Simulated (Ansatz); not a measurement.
SiO$_{2}$

```
Si O
1.0
     4.93818    9.23065    0.00000
     0.00000    0.00000   -8.96212
    -5.17868    0.13154    0.00000
Si O
8 16
Direct
  0.33054 0.90653 0.09982
  0.83054 0.40653 0.09982
  0.33054 0.09347 0.59982
  0.83054 0.59347 0.59982
  0.16946 0.59347 0.90018
  0.66946 0.09347 0.90018
  0.16946 0.40653 0.40018
  0.66946 0.90653 0.40018
  0.00000 0.37713 0.25000
  0.50000 0.87713 0.25000
  0.00000 0.62287 0.75000
  0.50000 0.12287 0.75000
  0.28536 0.98461 0.32583
  0.78536 0.48461 0.32583
  0.21464 0.48461 0.17417
  0.71464 0.98461 0.17417
  0.21464 0.51539 0.67417
  0.71464 0.01539 0.67417
  0.28536 0.01539 0.82583
  0.78536 0.51539 0.82583
  0.25000 0.75000 0.00000
  0.75000 0.25000 0.00000
  0.25000 0.25000 0.50000
  0.75000 0.75000 0.50000
```

Space group C2/c; a structure from a database of computed crystals, not necessarily the ambient phase; changed on purpose from its base cell (biaxial strain in the a-b plane, c and atoms relaxed: +1.0 %).

Level of theory: Ansatz 0.2.0, DFT LDA, scalar-relativistic, plane waves, PAW.

What can the converged valence pseudo-density and electron localisation function tell about the bonding?

Answer. Si–O (1.60 Å): ρ at the midpoint is about 1.3 e/Å³; the ELF peaks at about 0.85 between the atoms; a polar covalent bond.

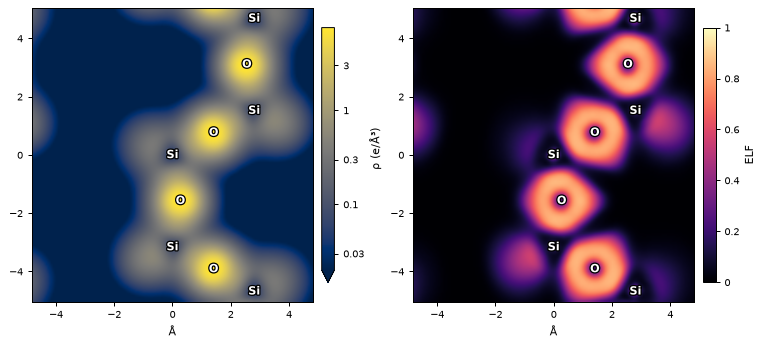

Computed valence pseudo-density and electron localisation function on the (101̄) plane of the conventional cell, in this order. 

In a PAW calculation such maps are meaningful between the atoms, not at the nuclei.
